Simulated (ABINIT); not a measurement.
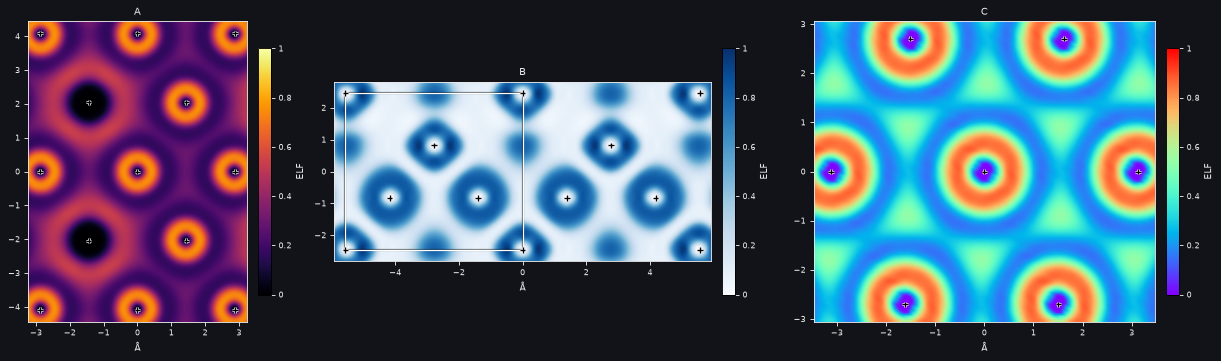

The ELF of 3 systems, each on a plane through atoms (crosses mark nuclei in the plane).

Theory: ABINIT 10.8.3, Kohn-Sham DFT of a periodic cell, PBEsol, PseudoDojo NC SR PBEsol v0.4.1 standard.

System 1: Hf, the (11̄0) plane of the standardised cell. Space group P-1.

```yaml
crystal:
  lattice:
    - [4.33477, 2.17325, 2.16064]
    - [-0.00925, -2.25860, 2.26448]
    - [0.04347, -2.20748, -2.21336]
  atoms:
    - { symbol: Hf, position: [0.00000, 0.50000, 0.50000] }
    - { symbol: Hf, position: [0.50000, 0.00000, 0.50000] }
```

System 2: AlCu₃, the (011) plane of the conventional cell. Space group Fm-3m; a structure from a database of computed crystals, not necessarily the ambient phase.

System 3: TiO, the (110) plane of the conventional cell. Space group P6₃/mmc; a structure from a database of computed crystals, not necessarily the ambient phase; computed pressure about −10 GPa in this cell.

Which map belongs to which system?

Panel A is system 2, AlCu₃: the plane holds Cu and Al. Cu–Cu (2.50 Å): the ELF is about 0.25 at the midpoint: no shared electron pair shows on this line. Panel B is system 3, TiO: the plane holds Ti and O. Ti–O (2.16 Å): the ELF is about 0.10 at the midpoint (no shared electron pair shows on this line). Panel C is system 1, Hf: the plane holds Hf. Hf–Hf (3.09 Å): the ELF is about 0.25 at the midpoint; no shared electron pair shows on this line.
